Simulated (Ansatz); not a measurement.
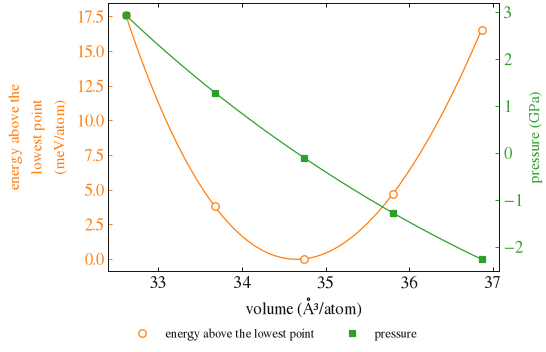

Calculation (Ansatz 0.2.0 development build): equation of state of a cubic crystal from periodic Kohn-Sham density functional theory without spin, third-order Birch-Murnaghan fit to the free energies; pressure corrected for the finite basis. Level: HSE06, no spin-orbit coupling.

structure type rock salt; atoms in cell 2; space group number 225; lattice centring face-centred primitive; k mesh 4×4×4; occupation method Fermi–Dirac; occupation width 0.05 eV; wave cutoff 640 eV; datasets hand-made PAW; density tolerance 0 eV; bands 23; density cutoff ratio 4; search for lower states default; exchange singularity regularized.

Energy above the lowest point and pressure against volume for TePb, space group Fm-3m (No. 225) (one of a set of cubic test structures, which need not be the stable phase).

A third-order Birch–Murnaghan fit gives V0 = 34.65 Å³/atom, B0 = 42.1 GPa and B′ = 4.4. The energy above the lowest point is 17.6 meV/atom at volume 32.61 Å³/atom and 16.6 meV/atom at 36.87 Å³/atom; the lowest computed point is at volume 34.74 Å³/atom (0.0 meV/atom). The pressure falls from 2.933 GPa at volume 32.61 Å³/atom to −2.269 GPa at 36.87 Å³/atom, and changes sign near 34.7 Å³/atom.

Caveats: modest k-mesh, values are not fully converged in k; no spin-orbit coupling with 6p elements.
